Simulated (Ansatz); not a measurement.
System: MgTe, space group F-43m (No. 216).

Input of the run:
```
crystal:
  lattice:
    - [0.0, 3.2319988239, 3.2319988239]
    - [3.2319988239, 0.0, 3.2319988239]
    - [3.2319988239, 3.2319988239, 0.0]
  atoms:
    - { symbol: Te, position: [0.25, 0.25, 0.25] }
    - { symbol: Mg, position: [0.0, 0.0, 0.0] }
hamiltonian:
  xc: pbe
  pseudopotentials: { kind: paw }
kpoints:
  mp_grid: { grid: [5, 5, 5] }
scf:
  occupations: { method: fixed }
output:
  forces: true
  stress: true
elastic:
  mode: relaxed_ion
  stencil: two_point
```

Launched with:
```bash
ansatz run input.yaml --threads 2 --pin off --max-ram 5632MiB --backend cpu --events-out ev --progress --plain --runs-dir out
```

Calculation (Ansatz 0.2.0): plane-wave DFT, no spin polarisation; elastic constants in Voigt order on the axes of the given cell. Level: PBE.

- k mesh: 5×5×5
- occupations: fixed
- potentials: Ansatz PAW
- wave cutoff: 420 eV
- density cutoff: 1680 eV
- program settings: xc grid level 2, xc grid task forces

Describe the result: the sound velocities against the direction of travel in the xy, xz and yz planes, from the elastic constants and the density.

Along x the longitudinal wave runs at 3.55 km/s and the transverse ones at 2.16 and 2.16 km/s, the same along y and z; along x + y they run at 3.91, 2.16 and 1.41 km/s (density 3.74 g/cm³). Over all directions E runs from 21 to 45 GPa, a ratio of 2.2. E is 21 GPa along x, y and z alike, and 45 GPa along the body diagonal x + y + z. The Hill averages are K = 37 GPa and G = 12 GPa; K/G = 2.99.

Stiffness matrix C (GPa), Voigt order:
```tsv
	xx	yy	zz	yz	xz	xy
xx	47.0	32.2	32.2	0.0	0.0	0.0
yy	32.2	47.0	32.2	0.0	0.0	0.0
zz	32.2	32.2	47.0	0.0	0.0	0.0
yz	0.0	0.0	0.0	17.4	0.0	0.0
xz	0.0	0.0	0.0	0.0	17.4	0.0
xy	0.0	0.0	0.0	0.0	0.0	17.4
```

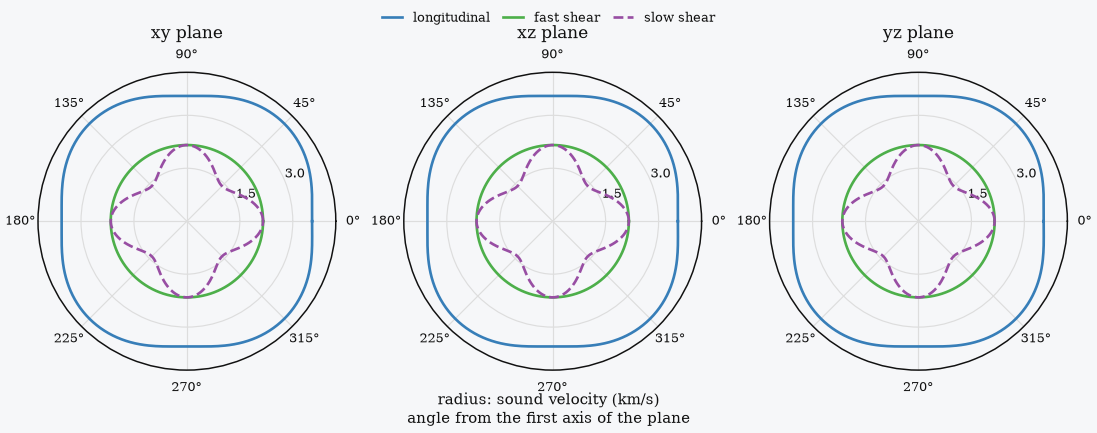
